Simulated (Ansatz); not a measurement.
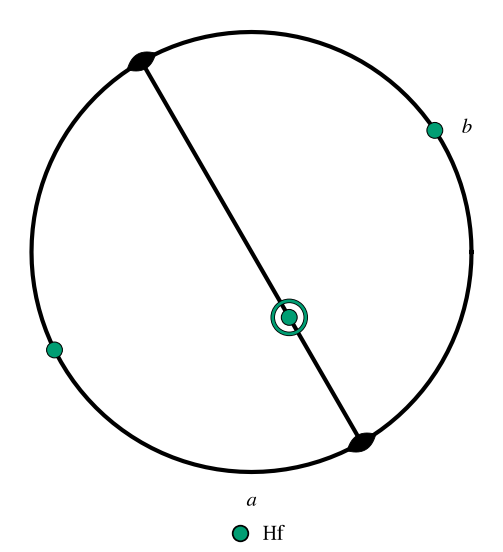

For HfH₃, the end point of a relaxation at fixed volume with DFT r2SCAN, scalar-relativistic, plane waves, PAW (Ansatz 0.2.0): directions from one hydrogen atom at (0.369, 0.185, 3/4) to its bonded neighbours, in stereographic projection down c (filled: above the plane of the page or in it, open: below). The drawing is computed from the coordinates (standard cell, symmetry found to 0.002 Å).

Neighbours are counted up to 2.61 Å for Hf. The symmetry elements of the site are drawn in: heavy lines are mirror planes (a heavy rim: a mirror in the plane of the page); lens, triangle, square and hexagon are 2-, 3-, 4- and 6-fold axes, a lens in an open square is −4, a triangle in an open hexagon −6; thin dashed diameters join the ends of axes that lie in the page; a small open circle marks inversion.

```
CELL_PARAMETERS angstrom
4.86054 0.00000 0.00000
-2.43027 4.20936 0.00000
0.00000 0.00000 3.21808
ATOMIC_POSITIONS crystal
Hf 0.66667 0.33333 0.25000
Hf 0.33333 0.66667 0.75000
H 0.36930 0.18465 0.75000
H 0.81535 0.18465 0.75000
H 0.81535 0.63070 0.75000
H 0.63070 0.81535 0.25000
H 0.18465 0.81535 0.25000
H 0.18465 0.36930 0.25000
```

How many neighbours are there, and at what angles?

4: 2 Hf at 2.04 Å, 2 Hf at 2.43 Å. Angles between bonds: 92° (4×), 104° (1×), 173° (1×).

What is the site's symmetry in the crystal?

Point group mm2 (C2v), order 4: one twofold axis, two mirror planes. In No. 194, P6₃/mmc this is Wyckoff position 6h.
